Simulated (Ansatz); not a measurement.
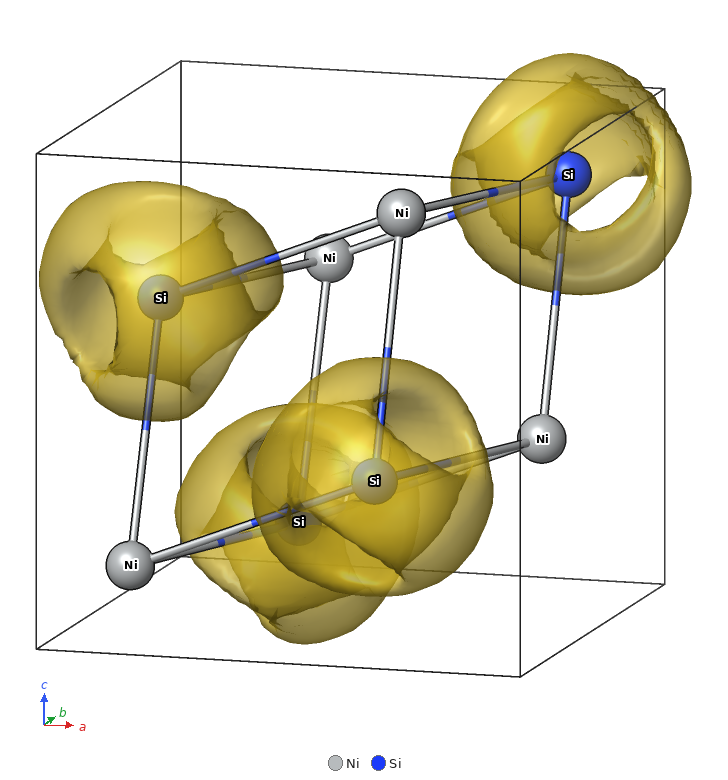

The picture shows: SiNi. Isosurface of the electron localisation function at 0.6 (yellow), seen slightly off an axis. Only the valence region is drawn (cores and ρ < 0.01 e/Å³ removed). Sticks mark near contacts.

Space group P2₁3; a structure from a database of computed crystals, not necessarily the ambient phase; the program warned that a starting moment wasn't kept; spin-polarised, but the moments vanished.

Computed with Kohn-Sham DFT of a periodic cell, PBE, Ansatz PAW (Ansatz).

Core electrons are frozen (PAW), and the valence fields are smoothed inside the atomic spheres.

The calculation's input:

```
crystal:
  lattice:
    - [4.503694, 0.0, 0.0]
    - [0.0, 4.503694, 0.0]
    - [0.0, 0.0, 4.503694]
  atoms:
    - { symbol: Ni, position: [0.149504, 0.149504, 0.149504], spin: 1.0 }
    - { symbol: Ni, position: [0.649504, 0.350496, 0.850496], spin: 1.0 }
    - { symbol: Ni, position: [0.850496, 0.649504, 0.350496], spin: 1.0 }
    - { symbol: Ni, position: [0.350496, 0.850496, 0.649504], spin: 1.0 }
    - { symbol: Si, position: [0.84683, 0.84683, 0.84683] }
    - { symbol: Si, position: [0.34683, 0.65317, 0.15317] }
    - { symbol: Si, position: [0.15317, 0.34683, 0.65317] }
    - { symbol: Si, position: [0.65317, 0.15317, 0.34683] }
hamiltonian:
  xc: pbe
  pseudopotentials: { kind: paw }
magnetization:
  spin_polarized: true
kpoints:
  mp_grid: { grid: [6, 6, 6] }
scf:
  occupations: { method: gaussian, width: 0.012 }
output:
  forces: true
  stress: true
  eigenvalues: true
  write_density: true
  write_potential: true
  elf: true
  volumetric_format: npy
```

Run with:

```sh
ansatz run input.yaml --threads 4 --pin off --max-ram 11264MiB --backend cpu --events-out ev --progress --plain --runs-dir out
```

Below, planes, directions and counts refer to the conventional cell (a = 4.50 Å, b = 4.50 Å, c = 4.50 Å, α = 90.00°, β = 90.00°, γ = 90.00°).

> What do the ELF domains correspond to?

At this value the surface marks out four regions wrapped around Si (the valence shell of each), counted in one cell of 8 atoms. Any copies at cell faces, edges or corners count once. Profiles from the grid: Si–Ni (2.36 Å): the ELF peaks at about 0.65 in the valence shell of Si, 0.9 Å from its nucleus, and is about 0.45 at the midpoint. Si–Ni (2.41 Å): the ELF peaks at about 0.70 in the valence shell of Si, 0.9 Å from its nucleus, and is about 0.45 at the midpoint.
